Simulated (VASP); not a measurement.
Ge$_{5}$Si$_{3}$: geometry relaxation (part 2 of 3)

The same run, continued: Ge$_{5}$Si$_{3}$ (Cmm2, 8 atoms in the cell); Kohn-Sham DFT of a periodic cell, PBEsol, VASP PAW PBE potentials, recommended, no spin polarisation (VASP 6.6.1); cutoff 600 eV, 6×6×6 k-mesh, Gaussian smearing of 0.03 eV. The structure was built on a prototype by a generator; it need not be a known phase.

Geometry of the input (Å; fractional positions):
```
5.5742  0.0001  0.0000
-0.0001  -5.5742  0.0000
-0.0000  0.0000  -5.5738
Ge 0.7500  0.7500  0.7442
Ge 0.2500  0.2500  0.7442
Ge 0.2500  0.7500  0.2558
Ge 0.5029  0.0029  0.0028
Ge 0.9971  0.4971  0.0028
Si 0.7500  0.2500  0.2553
Si 0.9974  0.0026  0.4974
Si 0.5026  0.4974  0.4974
```

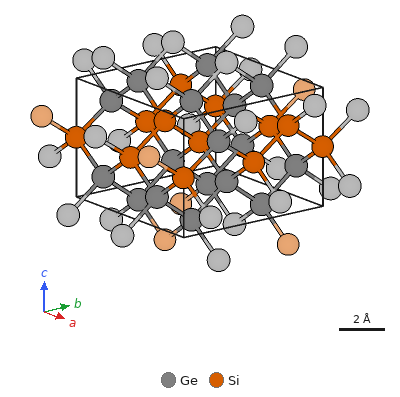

**Figure 1.** The structure as given in the input (ball-and-stick view of the cell 2 times as large as that of the calculation, set on its symmetry axes, seen at an oblique angle; neighbours outside the cell are drawn fainter). An atom can appear more than once, as a periodic image.

Parts of OUTCAR, continued:
```
 Gauss-broadening in eV      SIGMA  =   0.03
  energy-cutoff  :      600.00
  volume of cell :      173.19
 maximum number of plane-waves:      5832
 NGX is ok and might be reduce to    48
   NGX = 23   NGY = 23   NGZ = 23

--------------------------------------- Ionic step        1  -------------------------------------------

 number of electron      82.0000008 magnetization

 Free energy of the ion-electron system (eV)
  ---------------------------------------------------
  ext. energy  EPLUGINS =         0.00000000
  ---------------------------------------------------
  free energy    TOTEN  =       -41.83871554 eV

  energy without entropy =      -41.83871554  energy(sigma->0) =      -41.83871554

------------------------ aborting loop because EDIFF is reached ----------------------------------------

  FORCE on cell =-STRESS in cart. coord.  units (eV):
  Direction    XX          YY          ZZ          XY          YZ          ZX
  --------------------------------------------------------------------------------------
  -------------------------------------------------------------------------------------
  Total       -0.0328351     -0.0328351     -0.0336323     -0.0477102      0.0000000      0.0000000
  in kB       -0.3037593     -0.3037593     -0.3111345     -0.4413702      0.0000000      0.0000000
  external PRESSURE =      -0.3062177 kB  Pullay stress =       0.0000000 kB

 VOLUME and BASIS-vectors are now :
 -----------------------------------------------------------------------------
  energy-cutoff  :      600.00
  volume of cell :      173.19
      direct lattice vectors                 reciprocal lattice vectors
     5.574224970  0.000099722  0.000000000     0.179397137 -0.000003209  0.000000000
    -0.000099722 -5.574224970  0.000000000     0.000003209 -0.179397137  0.000000000
     0.000000000  0.000000000 -5.573784188     0.000000000  0.000000000 -0.179411324

 POSITION                                       TOTAL-FORCE (eV/Angst)
 -----------------------------------------------------------------------------------
      4.18059     -4.18059     -4.14821         0.000000      0.000000      0.001664
      1.39353     -1.39353     -4.14821        -0.000000      0.000000      0.001664
      1.39348     -4.18064     -1.42599        -0.000000      0.000000      0.006486
      2.80306     -0.01589     -0.01569        -0.003016      0.003016     -0.000445
      5.55823     -2.77107     -0.01569         0.003016     -0.003016     -0.000445
      4.18064     -1.39348     -1.42305        -0.000000      0.000000     -0.006642
      5.55976     -0.01437     -2.77226        -0.004008     -0.004008     -0.001142
      2.80153     -2.77260     -2.77226         0.004008      0.004008     -0.001142
 -----------------------------------------------------------------------------------
    total drift:                                0.000000     -0.000000      0.000116

  FREE ENERGIE OF THE ION-ELECTRON SYSTEM (eV)
  ---------------------------------------------------
  free  energy   TOTEN  =       -41.8387155445 eV

  energy  without entropy=      -41.8387155444  energy(sigma->0) =      -41.83871554

--------------------------------------- Ionic step        2  -------------------------------------------

 number of electron      82.0000008 magnetization

------------------------ aborting loop because EDIFF is reached ----------------------------------------

  FORCE on cell =-STRESS in cart. coord.  units (eV):
  Direction    XX          YY          ZZ          XY          YZ          ZX
  --------------------------------------------------------------------------------------
  -------------------------------------------------------------------------------------
  Total        0.0077513      0.0077513      0.0070278      0.0069281      0.0000000      0.0000000
  in kB        0.0717509      0.0717509      0.0650531      0.0641306      0.0000000      0.0000000
  external PRESSURE =       0.0695183 kB  Pullay stress =       0.0000000 kB

 VOLUME and BASIS-vectors are now :
 -----------------------------------------------------------------------------
  energy-cutoff  :      600.00
  volume of cell :      173.08
      direct lattice vectors                 reciprocal lattice vectors
     5.573121209 -0.001504050  0.000000000     0.179432680  0.000048425  0.000000000
     0.001504050 -5.573121209  0.000000000    -0.000048425 -0.179432680  0.000000000
     0.000000000  0.000000000 -5.572653747     0.000000000  0.000000000 -0.179447718

 POSITION                                       TOTAL-FORCE (eV/Angst)
 -----------------------------------------------------------------------------------
      4.18097     -4.18097     -4.14729        -0.000000      0.000000      0.005105
      1.39366     -1.39366     -4.14729         0.000000      0.000000      0.005105
      1.39441     -4.18022     -1.42539        -0.000000      0.000000      0.004498
      2.80236     -0.01655     -0.01570         0.000126     -0.000126     -0.004815
      5.55807     -2.77227     -0.01570        -0.000126      0.000126     -0.004815
      4.18022     -1.39441     -1.42308         0.000000      0.000000      0.004819
      5.55847     -0.01616     -2.77175        -0.000301     -0.000301     -0.004949
      2.80197     -2.77266     -2.77175         0.000301      0.000301     -0.004949
 -----------------------------------------------------------------------------------
    total drift:                                0.000000     -0.000000     -0.001287

  FREE ENERGIE OF THE ION-ELECTRON SYSTEM (eV)
  ---------------------------------------------------
  free  energy   TOTEN  =       -41.8387389907 eV

  energy  without entropy=      -41.8387389907  energy(sigma->0) =      -41.83873899

--------------------------------------- Ionic step        3  -------------------------------------------

 number of electron      82.0000008 magnetization

------------------------ aborting loop because EDIFF is reached ----------------------------------------

  FORCE on cell =-STRESS in cart. coord.  units (eV):
  Direction    XX          YY          ZZ          XY          YZ          ZX
  --------------------------------------------------------------------------------------
  -------------------------------------------------------------------------------------
  Total       -0.0122141     -0.0122141     -0.0128893     -0.0004814      0.0000000      0.0000000
  in kB       -0.1130526     -0.1130526     -0.1193020     -0.0044554      0.0000000      0.0000000
  external PRESSURE =      -0.1151358 kB  Pullay stress =       0.0000000 kB

 VOLUME and BASIS-vectors are now :
 -----------------------------------------------------------------------------
  energy-cutoff  :      600.00
  volume of cell :      173.10
      direct lattice vectors                 reciprocal lattice vectors
     5.573257195 -0.001306461  0.000000000     0.179428298  0.000042061  0.000000000
     0.001306461 -5.573257195  0.000000000    -0.000042061 -0.179428298  0.000000000
     0.000000000  0.000000000 -5.572793020     0.000000000  0.000000000 -0.179443234

 POSITION                                       TOTAL-FORCE (eV/Angst)
 -----------------------------------------------------------------------------------
      4.18092     -4.18092     -4.14740         0.000000      0.000000      0.005031
      1.39364     -1.39364     -4.14740         0.000000      0.000000      0.005031
      1.39429     -4.18027     -1.42546         0.000000      0.000000      0.006131
      2.80245     -0.01647     -0.01570        -0.001031      0.001031     -0.004816
      5.55809     -2.77212     -0.01570         0.001031     -0.001031     -0.004816
      4.18027     -1.39429     -1.42308         0.000000      0.000000      0.002996
      5.55863     -0.01594     -2.77181        -0.000768     -0.000768     -0.004778
      2.80191     -2.77265     -2.77181         0.000768      0.000768     -0.004778
 -----------------------------------------------------------------------------------
    total drift:                                0.000000     -0.000000      0.001687

  FREE ENERGIE OF THE ION-ELECTRON SYSTEM (eV)
  ---------------------------------------------------
  free  energy   TOTEN  =       -41.8387399121 eV

  energy  without entropy=      -41.8387399121  energy(sigma->0) =      -41.83873991

--------------------------------------- Ionic step        4  -------------------------------------------

 number of electron      82.0000008 magnetization

------------------------ aborting loop because EDIFF is reached ----------------------------------------

  FORCE on cell =-STRESS in cart. coord.  units (eV):
  Direction    XX          YY          ZZ          XY          YZ          ZX
  --------------------------------------------------------------------------------------
  -------------------------------------------------------------------------------------
  Total        0.0441617      0.0441617      0.0435592      0.0034322      0.0000000      0.0000000
  in kB        0.4087757      0.4087757      0.4031986      0.0317700      0.0000000      0.0000000
  external PRESSURE =       0.4069167 kB  Pullay stress =       0.0000000 kB

 VOLUME and BASIS-vectors are now :
 -----------------------------------------------------------------------------
  energy-cutoff  :      600.00
  volume of cell :      173.09
      direct lattice vectors                 reciprocal lattice vectors
     5.573172361 -0.001429726  0.000000000     0.179431032  0.000046031  0.000000000
     0.001429726 -5.573172361  0.000000000    -0.000046031 -0.179431032  0.000000000
     0.000000000  0.000000000 -5.572706135     0.000000000  0.000000000 -0.179446031

 POSITION                                       TOTAL-FORCE (eV/Angst)
 -----------------------------------------------------------------------------------
      4.18095     -4.18095     -4.14733        -0.000000     -0.000000      0.004826
      1.39365     -1.39365     -4.14733        -0.000000     -0.000000      0.004826
      1.39437     -4.18024     -1.42542        -0.000000     -0.000000      0.004423
      2.80239     -0.01652     -0.01570         0.000136     -0.000136     -0.004467
      5.55808     -2.77221     -0.01570        -0.000136      0.000136     -0.004467
      4.18024     -1.39437     -1.42308        -0.000000     -0.000000      0.004297
      5.55853     -0.01607     -2.77178        -0.000463     -0.000463     -0.004719
      2.80194     -2.77266     -2.77178         0.000463      0.000463     -0.004719
 -----------------------------------------------------------------------------------
    total drift:                                0.000000     -0.000000     -0.001453

  FREE ENERGIE OF THE ION-ELECTRON SYSTEM (eV)
  ---------------------------------------------------
  free  energy   TOTEN  =       -41.8387393696 eV

  energy  without entropy=      -41.8387393696  energy(sigma->0) =      -41.83873937

--------------------------------------- Ionic step        5  -------------------------------------------

 number of electron      82.0000008 magnetization

------------------------ aborting loop because EDIFF is reached ----------------------------------------

  FORCE on cell =-STRESS in cart. coord.  units (eV):
  Direction    XX          YY          ZZ          XY          YZ          ZX
  --------------------------------------------------------------------------------------
  -------------------------------------------------------------------------------------
  Total       -0.0070811     -0.0070811     -0.0076943      0.0011519     -0.0000000      0.0000000
  in kB       -0.0655432     -0.0655432     -0.0712189      0.0106620     -0.0000000      0.0000000
  external PRESSURE =      -0.0674351 kB  Pullay stress =       0.0000000 kB

 VOLUME and BASIS-vectors are now :
 -----------------------------------------------------------------------------
  energy-cutoff  :      600.00
  volume of cell :      173.10
      direct lattice vectors                 reciprocal lattice vectors
     5.573231661 -0.001343562  0.000000000     0.179429121  0.000043256  0.000000000
     0.001343562 -5.573231661  0.000000000    -0.000043256 -0.179429121  0.000000000
     0.000000000  0.000000000 -5.572766869     0.000000000  0.000000000 -0.179444076

 POSITION                                       TOTAL-FORCE (eV/Angst)
 -----------------------------------------------------------------------------------
      4.18093     -4.18093     -4.14738        -0.000000      0.000000      0.005126
      1.39364     -1.39364     -4.14738        -0.000000      0.000000      0.005126
      1.39432     -4.18026     -1.42545        -0.000000      0.000000      0.005718
      2.80243     -0.01649     -0.01570        -0.000907      0.000907     -0.004865
      5.55809     -2.77215     -0.01570         0.000907     -0.000907     -0.004865
      4.18026     -1.39432     -1.42308        -0.000000      0.000000      0.003331
      5.55860     -0.01598     -2.77180        -0.000681     -0.000681     -0.004785
      2.80192     -2.77265     -2.77180         0.000681      0.000681     -0.004785
 -----------------------------------------------------------------------------------
    total drift:                                0.000000     -0.000000      0.001042

  FREE ENERGIE OF THE ION-ELECTRON SYSTEM (eV)
  ---------------------------------------------------
  free  energy   TOTEN  =       -41.8387398317 eV

  energy  without entropy=      -41.8387398317  energy(sigma->0) =      -41.83873983

--------------------------------------- Ionic step        6  -------------------------------------------

 number of electron      82.0000008 magnetization

 Free energy of the ion-electron system (eV)
  ---------------------------------------------------
  ext. energy  EPLUGINS =         0.00000000
  ---------------------------------------------------
  free energy    TOTEN  =       -41.83873957 eV

  energy without entropy =      -41.83873957  energy(sigma->0) =      -41.83873957

 E-fermi :   5.3298     XC(G=0):  -9.9387     alpha+bet :-10.9682

 val. band max:        5.2014117702   @ k =   0.0000   0.0000   0.0000
 cond. band min:       5.4641585978   @ k =   0.5000   0.5000   0.5000
 fundamental gap:      0.2627468277
 Fermi energy:         5.3297984793
```
